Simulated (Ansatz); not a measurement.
**Two runs on SnGe2**

System: SnGe2 (P-3m1, 6 atoms in the cell).
Method of the first run: DFT PBE, scalar-relativistic, plane waves, PAW, no spin polarisation (Ansatz 0.2.0).

The structure was made by a generator, so it may or may not be a known phase. Text and figures count atoms from 1; the logs count them from 0 in places.

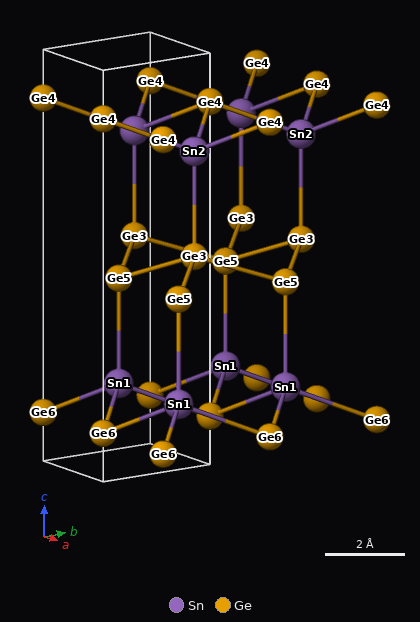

The input geometry (ball-and-stick view of the cell of the calculation, repeated 2 × 2 × 1, seen slightly off an axis; atoms are numbered from 1 in the order of the input). An atom can appear more than once, as a periodic image. Near neighbours in the periodic cell (some may lie outside the picture): Sn has 4 Ge at 2.65 to 2.70 Å; Ge has 3 Ge at 2.59 Å and 1 Sn at 2.70 Å; Ge has 1 Ge at 2.49 Å and 3 Sn at 2.65 Å.

### Input, the first run
```yaml
crystal:
  lattice:
    - [4.2927116019, 0.0, 0.0]
    - [-2.1463558009, 3.7175972984, 0.0]
    - [0.0, 0.0, 10.5483878]
  atoms:
    - { symbol: Sn, position: [0.6666666667, 0.3333333333, 0.208051] }
    - { symbol: Sn, position: [0.3333333333, 0.6666666667, 0.791949] }
    - { symbol: Ge, position: [0.3333333333, 0.6666666667, 0.536403] }
    - { symbol: Ge, position: [0.0, 0.0, 0.882099] }
    - { symbol: Ge, position: [0.6666666667, 0.3333333333, 0.463597] }
    - { symbol: Ge, position: [0.0, 0.0, 0.117901] }
basis:
  ecutwfc: 420
kpoints:
  mp_grid: { grid: [12, 12, 4] }
  band_path:
    path:
      - [[0.0, 0.0, 0.0], [0.5, 0.0, 0.0], [0.33333333, 0.33333333, 0.0], [0.0, 0.0, 0.0], [0.0, 0.0, 0.5], [0.5, 0.0, 0.5], [0.33333333, 0.33333333, 0.5], [0.0, 0.0, 0.5]]
      - [[0.5, 0.0, 0.5], [0.5, 0.0, 0.0]]
      - [[0.33333333, 0.33333333, 0.5], [0.33333333, 0.33333333, 0.0]]
    npoints: 14
hamiltonian:
  xc: pbe
scf:
  occupations: { method: gaussian, width: 0.1 }
  n_extra_bands: 15
output:
  forces: true
  stress: true
  eigenvalues: true
  populations: true
  dos: { projected: true, de: 0.02, nscf_kmesh: { grid: [15, 15, 5] } }
  bader: true
  write_density: true
  write_potential: true
  elf: true
  volumetric_format: npy
```

Command:
```bash
ansatz run input.yaml --threads 4 --pin off --max-ram 8192MiB --backend cpu --events-out ev --progress --plain --runs-dir out
```

Hardware: 4 threads of Intel Xeon @ 2.50GHz (Skylake/Cascade Lake), 176 GiB of memory available, shared host.

### Output, shortened to warnings, some set-up lines, iterations and results (the first run)
```
Basis set: ecut = 420 eV, 3245 PW (Γ), exchange–correlation on 60×60×144 points (8 copies of the dense FFT grid, shifted against one another)
Symmetry: 12 space group operations
k-points: 69 of 576
Initial density: superposition of atomic densities (neutral atoms: chi_scale 0, normalization atom), corrected by the library's trained network
[...]
SCF iter   1: F=—  HF=-29228.070644 eV  |F-HF|=—  |Δ(HF+E_count)|=         —  Δρ=1.62e-3  dr2=1.55e-2  ethr=1.77e-3  ⟨swp⟩=6.5  Hψ=15826  notcnv=0  defer=128
SCF iter   2: F=—  HF=-29228.075787 eV  |F-HF|=—  |Δ(HF+E_count)|=   5.14e-3  Δρ=2.14e-3  dr2=4.62e-2  ethr=1.84e-5  ⟨swp⟩=2.0  Hψ=7329  notcnv=0  defer=563
SCF iter   3: F=—  HF=-29228.066400 eV  |F-HF|=—  |Δ(HF+E_count)|=   9.39e-3  Δρ=4.68e-4  dr2=2.99e-3  ethr=1.84e-5  ⟨swp⟩=2.0  Hψ=5916  notcnv=0  defer=563
SCF iter   4: F=—  HF=-29228.065967 eV  |F-HF|=—  |Δ(HF+E_count)|=   4.33e-4  Δρ=1.04e-4  dr2=4.43e-5  ethr=3.56e-6  ⟨swp⟩=2.0  Hψ=3746  notcnv=0  defer=563
SCF iter   5: F=—  HF=-29228.065858 eV  |F-HF|=—  |Δ(HF+E_count)|=   1.09e-4  Δρ=2.03e-5  dr2=6.37e-7  ethr=5.27e-8  ⟨swp⟩=2.0  Hψ=5303  notcnv=0  defer=298
SCF iter   6: F=-29228.065859 eV  HF=-29228.065859 eV  |F-HF|=1.22e-7  |Δ(HF+E_count)|=   9.21e-7  Δρ=7.91e-6  dr2=9.51e-8  ethr=1.19e-10  ⟨swp⟩=16.0  Hψ=30305  notcnv=0
SCF 1 converged in 6 iterations: F = -29228.065859 eV  dr2 = 9.51e-8
NSCF: frozen V_eff on 129 k-points
NSCF: frozen V_eff on 119 k-points
SCF converged after 6 iterations
Free energy (F): -29228.065859 eV
Harris-Foulkes:  -29228.065859 eV  (|F-HF|=1.22e-7)
Internal energy: -29228.062862 eV  (E = F + TS)
E sigma→0 (E₀):  -29228.064361 eV
Entropy (-TS):   -0.002997 eV (-0.499 meV/atom)
Fermi energy:    7.542627 eV
--- Per-component energies (eV) ---
  E_band       = -902.862087
  E_kinetic    = 815.899619
  E_local      = -12553.783880  (includes V_loc(G=0)·N_el)
  E_nonlocal   = 1606.649269
  E_hartree    = 5818.901854
  E_xc         = -1064.075996
  E_vxc        = -446.336454  (∫ρ·V_xc dr)
  E_paw        = -16352.972444  (= ΣΔE_a)
  E_vpaw       = -1963.101471  (= ΣTr[D̂ρ^β])
  E_aug_tail   = 0.001065  (compensation charges beyond the density's cutoff)
  E_ewald      = -7498.682349
  E_smearing   = -0.002997  (= −TS)
  E_closure    = -0.000000  (closes the sum)
  Σ components = -29228.065859   (vs F -29228.065859, Δ=0.00e0)
--- Forces (eV/Å), atoms counted from 1 ---
  atom   1  Sn     0.00000000    -0.00000000    -0.00424872
  atom   2  Sn    -0.00000000     0.00000000     0.00424872
  atom   3  Ge     0.00000000    -0.00000000     0.00586474
  atom   4  Ge     0.00000000    -0.00000000    -0.00881382
  atom   5  Ge    -0.00000000     0.00000000    -0.00586474
  atom   6  Ge    -0.00000000     0.00000000     0.00881382
  max |Σ_I F_I| component: 2.31e-17 eV/Å
--- Stress (GPa, compression-positive) ---
       -0.008971      -0.000000       0.000000
       -0.000000      -0.008971      -0.000000
        0.000000      -0.000000       0.020085
  P = ⅓ Tr σ = 0.0007 GPa (0.007 kbar)
--- Löwdin populations: 6 sites ---
  site symbol       q [e]
     0     Sn     13.7112
     1     Sn     13.7112
     2     Ge     14.0409
     3     Ge     14.1850
     4     Ge     14.0409
     5     Ge     14.1850
  spilling = 0.001499 (of n_electrons = 84.000000)
--- Bader charges: 6 sites ---
  site symbol  charge [e]  shift [e]
     0     Sn      0.3088     0.0002
     1     Sn      0.3088     0.0002
     2     Ge     -0.0668     0.0000
     3     Ge     -0.2420     0.0002
     4     Ge     -0.0668     0.0000
     5     Ge     -0.2420     0.0002
  estimated error of the sums over rays = 3.3e-4 e
```

For the second run the input was changed thus:
```diff
-  ecutwfc: 420
+  ecutwfc: 500
-  xc: pbe
+  xc: r2scan
-  write_density: true
-  write_potential: true
-  elf: true
-  volumetric_format: npy
```

What does this change do to the results?

The total energies belong to different methods, so their difference says nothing on which is more stable or more accurate. The pressure goes from 0.00 to −2.26 GPa. The largest force goes from 0.009 to 0.069 eV/Å. The functional changes from PBE to r2SCAN. The SCF takes 7 iterations against 6. The plane waves at Γ go from 3245 to 4269. On the same kind of shared host the second run took about 1.5 times as long.

### Output, shortened to warnings, some set-up lines, iterations and results (the second run)
```
Basis set: ecut = 500 eV, 4269 PW (Γ), exchange–correlation on 128×128×320 points (64 copies of the dense FFT grid, shifted against one another)
Symmetry: 12 space group operations
k-points: 69 of 576
Initial density: superposition of atomic densities (neutral atoms: chi_scale 0, normalization atom), corrected by the library's trained network
[...]
SCF iter   1: F=—  HF=-29288.494527 eV  |F-HF|=—  |Δ(HF+E_count)|=         —  Δρ=5.65e-3  dr2=2.35e-2  dr2_τ=1.09e-2  ethr=1.77e-3  ⟨swp⟩=6.3  Hψ=15707  notcnv=0  defer=131
SCF iter   2: F=—  HF=-29288.531594 eV  |F-HF|=—  |Δ(HF+E_count)|=   3.71e-2  Δρ=3.77e-3  dr2=2.69e-2  dr2_τ=2.49e-4  ethr=2.79e-5  ⟨swp⟩=2.0  Hψ=7877  notcnv=0  defer=610
SCF iter   3: F=—  HF=-29288.509400 eV  |F-HF|=—  |Δ(HF+E_count)|=   2.22e-2  Δρ=6.53e-4  dr2=5.83e-3  dr2_τ=1.80e-5  ethr=2.79e-5  ⟨swp⟩=2.0  Hψ=6636  notcnv=0  defer=610
SCF iter   4: F=—  HF=-29288.508609 eV  |F-HF|=—  |Δ(HF+E_count)|=   7.91e-4  Δρ=3.44e-4  dr2=1.21e-3  dr2_τ=4.13e-6  ethr=6.94e-6  ⟨swp⟩=2.0  Hψ=4369  notcnv=0  defer=610
SCF iter   5: F=—  HF=-29288.508397 eV  |F-HF|=—  |Δ(HF+E_count)|=   2.12e-4  Δρ=9.26e-5  dr2=6.34e-5  dr2_τ=1.34e-7  ethr=1.44e-6  ⟨swp⟩=2.0  Hψ=3838  notcnv=0  defer=610
SCF iter   6: F=—  HF=-29288.508413 eV  |F-HF|=—  |Δ(HF+E_count)|=   1.61e-5  Δρ=2.24e-5  dr2=2.80e-6  dr2_τ=7.91e-9  ethr=7.54e-8  ⟨swp⟩=2.1  Hψ=4398  notcnv=0  defer=610
SCF iter   7: F=-29288.508413 eV  HF=-29288.508413 eV  |F-HF|=1.74e-9  |Δ(HF+E_count)|=   1.43e-7  Δρ=2.58e-6  dr2=1.45e-8  dr2_τ=4.94e-10  ethr=1.19e-10  ⟨swp⟩=10.8  …
SCF 1 converged in 7 iterations: F = -29288.508413 eV  dr2 = 1.45e-8
NSCF: frozen V_eff on 129 k-points
NSCF: frozen V_eff on 119 k-points
SCF converged after 7 iterations
Free energy (F): -29288.508413 eV
Harris-Foulkes:  -29288.508413 eV  (|F-HF|=1.74e-9)
Internal energy: -29288.506395 eV  (E = F + TS)
E sigma→0 (E₀):  -29288.507404 eV
Entropy (-TS):   -0.002018 eV (-0.336 meV/atom)
Fermi energy:    7.431703 eV
--- Per-component energies (eV) ---
  E_band       = -960.496752
  E_kinetic    = 812.975382
  E_local      = -12560.589649  (includes V_loc(G=0)·N_el)
  E_nonlocal   = 1611.735073
  E_hartree    = 5827.381290
  E_xc         = -1021.762606
  E_vxc        = -475.599166  (∫ρ·V_xc dr)
  E_paw        = -16456.691174  (= ΣΔE_a)
  E_vpaw       = -2032.284996  (= ΣTr[D̂ρ^β])
  E_aug_tail   = 0.000061  (compensation charges beyond the density's cutoff)
  E_vtau       = 28.506331  (kinetic-family band-sum trace: ∫τ·v_τ [+ j·A + Jᵃ·Aᵃ] dr)
  E_ewald      = -7498.682349
  E_core_change = -2.872423  (= ΣΔE_core)
  E_smearing   = -0.002018  (= −TS)
  E_closure    = -0.000000  (closes the sum)
  Σ components = -29288.508413   (vs F -29288.508413, Δ=0.00e0)
--- Forces (eV/Å), atoms counted from 1 ---
  atom   1  Sn     0.00000000    -0.00000000    -0.06858725
  atom   2  Sn    -0.00000000     0.00000000     0.06858725
  atom   3  Ge     0.00000000    -0.00000000     0.05226742
  atom   4  Ge     0.00000000    -0.00000000    -0.02462238
  atom   5  Ge    -0.00000000     0.00000000    -0.05226742
  atom   6  Ge    -0.00000000     0.00000000     0.02462238
  max |Σ_I F_I| component: 1.16e-17 eV/Å
--- Stress (GPa, compression-positive) ---
       -2.227391      -0.000000       0.000000
       -0.000000      -2.227391      -0.000000
        0.000000      -0.000000      -2.310646
  P = ⅓ Tr σ = -2.2551 GPa (-22.551 kbar)
--- Löwdin populations: 6 sites ---
  site symbol       q [e]
     0     Sn     13.6887
     1     Sn     13.6887
     2     Ge     14.0425
     3     Ge     14.1996
     4     Ge     14.0425
     5     Ge     14.1996
  spilling = 0.001648 (of n_electrons = 84.000000)
--- Bader charges: 6 sites ---
  site symbol  charge [e]  shift [e]
     0     Sn      0.3453     0.0003
     1     Sn      0.3453     0.0003
     2     Ge     -0.0749     0.0000
     3     Ge     -0.2704     0.0003
     4     Ge     -0.0749     0.0000
     5     Ge     -0.2704     0.0003
  estimated error of the sums over rays = 2.6e-4 e
```

### The two runs side by side

| quantity | the first run | the second run |
| --- | --- | --- |
| outcome | converged | converged |
| free energy per atom (eV) | −4871.3443 | −4881.4181 |
| energy per atom, smearing taken to zero (eV) | −4871.3441 | −4881.4179 |
| gap on the mesh (eV) | 0.00 | 0.00 |
| pressure (GPa) | 0.00 | −2.26 |
| largest force (eV/Å) | 0.009 | 0.069 |
| SCF iterations | 6 | 7 |
| irreducible k-points | 69 | 69 |
| plane waves at Γ | 3245 | 4269 |
| wall time (shared host) | 64 s | 98 s |
